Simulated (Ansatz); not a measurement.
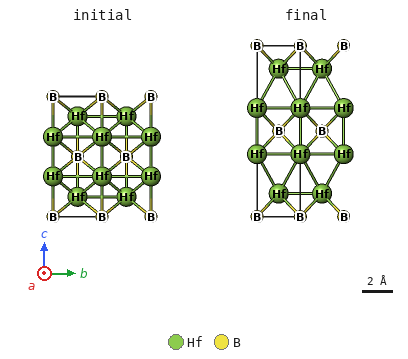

The structure of crystalline Hf2B (built on the MoSi2 (C11b)_139 type) (coarse preliminary run) before (left) and after (right) a relaxation, at one scale.

The picture is a ball-and-stick view of the conventional cell (2 times the calculation's cell), repeated 1 × 2 × 1 with one cell outlined, seen along the a axis. Lengths and directions refer to the drawn axes.

Case: MoSi2 (C11b) type (I4/mmm, No. 139).

The calculation used DFT PBE, scalar-relativistic, plane waves, PAW (Ansatz).

Input file:
```yaml
crystal:
  lattice:
    - [-1.6488316424, 1.6488316424, 4.0447901227]
    - [1.6488316424, -1.6488316424, 4.0447901227]
    - [1.6488316424, 1.6488316424, -4.0447901227]
  atoms:
    - { symbol: Hf, position: [0.665, 0.665, 0.0] }
    - { symbol: Hf, position: [0.335, 0.335, 0.0] }
    - { symbol: B, position: [0.0, 0.0, 0.0] }
basis:
  ecutwfc: 420
kpoints:
  mp_grid: { grid: [8, 8, 8] }
hamiltonian:
  xc: pbe
scf:
  occupations: { method: gaussian, width: 0.1 }
  lower_state_search: "off"
output:
  forces: true
  stress: true
  eigenvalues: true
relax:
  adjacent_minimum: "off"
  f_tol: 0.04
  max_steps: 70
  cell: { stress_tol: 0.4 }
```

Command:
```bash
ansatz run input.yaml --threads 1 --pin off --max-ram 2560MiB --backend cpu --events-out ev --progress --plain --runs-dir out
```

Q: Summarise the run.

A: The largest moves relative to the cell, 0.35 Å, are those of Hf1 and Hf2. Hf1 goes along −c. B stays in place. Cell: a = b 3.298 → 2.919 Å (−11.5 %), c 8.090 → 11.517 Å (+42.4 %). Volume +11.6 %. Among the contacts that change: Hf1–B3 2.710 → 4.206 Å, Hf1–Hf2 2.707 → 3.361 Å, Hf1–Hf2 (another image) 2.670 → 3.106 Å, Hf1–Hf1 3.298 → 2.919 Å. The space group stays I4/mmm (No. 139). The energy falls by 1.114 eV per cell of the calculation in 16 accepted moves (21 points after the start). Largest force component: 3.5 eV/Å at the start, 0.0071 eV/Å at the end. Pressure: 15.83 GPa at the start and 0.07 GPa at the end. The line search rejected the trial steps at points 12, 17, 19 of the run. At 2 points the geometry stayed and the basis and grid were re-selected for the new cell (energy shift of 59.2 meV per cell of the calculation at most each time). The run took roughly 4 core-minutes on a shared host.
